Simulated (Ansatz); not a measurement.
System: Sn.

Space group Fd-3m; the calculation finds a residual pressure of about 4 GPa at this fixed cell.

Input file:

```
crystal:
  lattice:
    - [0.0, 3.2333428, 3.2333428]
    - [3.2333428, 0.0, 3.2333428]
    - [3.2333428, 3.2333428, 0.0]
  atoms:
    - { symbol: Sn, position: [0.0, 0.0, 0.0] }
    - { symbol: Sn, position: [0.25, 0.25, 0.25] }
basis:
  ecutwfc: 420
  fft_grid_basis: typed
kpoints:
  mp_grid: { grid: [10, 10, 10] }
hamiltonian:
  xc: pbe
scf:
  occupations: { method: gaussian, width: 0.05 }
output:
  forces: true
  stress: true
  eigenvalues: true
  bader: true
  write_density: true
  volumetric_format: npy
  elf: true
```

Run with:

```sh
ansatz run input.yaml --threads 1 --pin off --max-ram 2560MiB --backend cpu --events-out ev --progress --plain --runs-dir out
```

The picture shows the conventional cell (a = 6.47 Å, b = 6.47 Å, c = 6.47 Å, α = 90.00°, β = 90.00°, γ = 90.00°).

Computed with DFT PBE, scalar-relativistic, plane waves, PAW (Ansatz).

Q: Predict the deformation density (crystal less neutral atoms): where will charge gather?

A: Sn–Sn (2.80 Å): Δρ is +0.1 e/Å³ at the midpoint, where it peaks: a build-up of bond charge. Over the whole cell, outside the masked cores, the largest gain, 0.1 e/Å³, lies 1.4 Å from a tin nucleus, and the largest loss lies at the edge of the masked core of Sn. The rearranged charge, half the integral of |Δρ|, is about 0.25 e an atom.

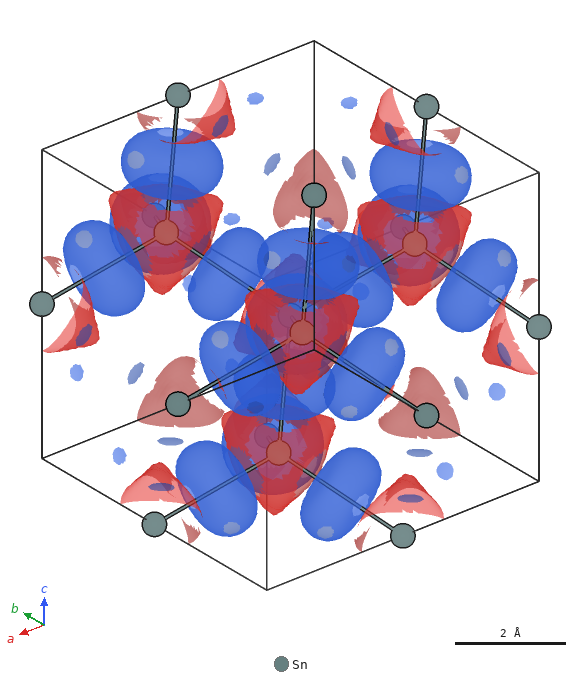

Computed deformation density: blue surfaces at +0.02 and red ones at −0.02 e/Å³, in the conventional cell seen at an oblique angle (the regions close to the nuclei are left out).

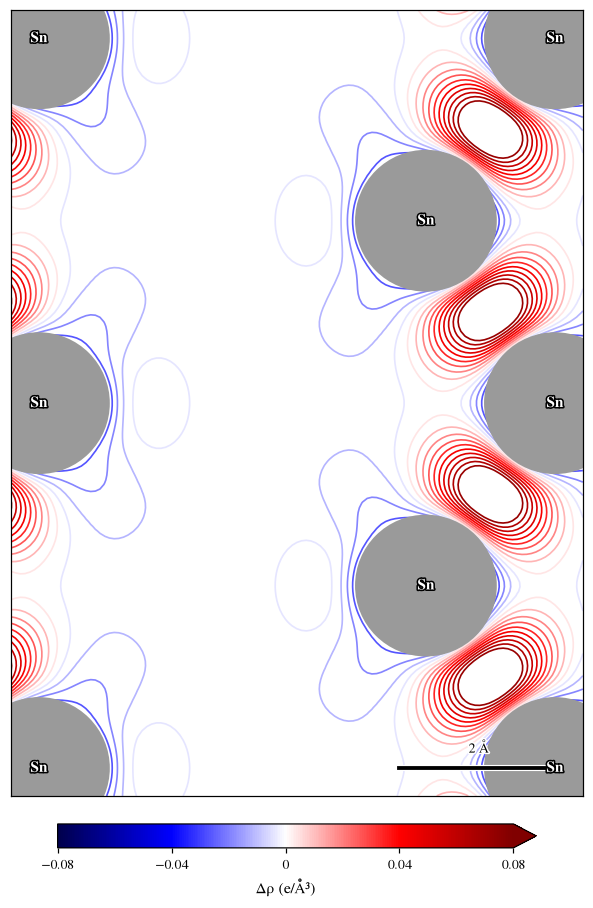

Computed deformation density: a map on the (110) plane of the conventional cell, with grey discs over the atomic cores.

Cores are masked to 0.9 Å (Sn).

In a PAW calculation such maps are meaningful between the atoms, not at the nuclei.
